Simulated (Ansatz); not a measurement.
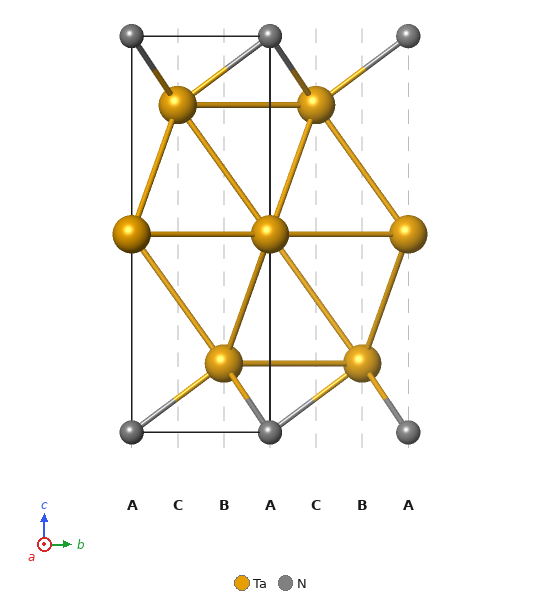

The picture looks along a close-packed row of the hexagonal mesh; c points upwards. The dashed lines mark the three columns A (0, 0), B (1/3, 2/3) and C (2/3, 1/3). The sequence starts with the first layer at or above the cell's origin.

System Ta3N; source of the atomic positions: the input geometry of an electronic-structure calculation (not necessarily at equilibrium).

Question: List the layers of one repeat.

Answer: N(A) – Ta(B) – Ta(A) – Ta(C) (four layers in 7.52 Å).
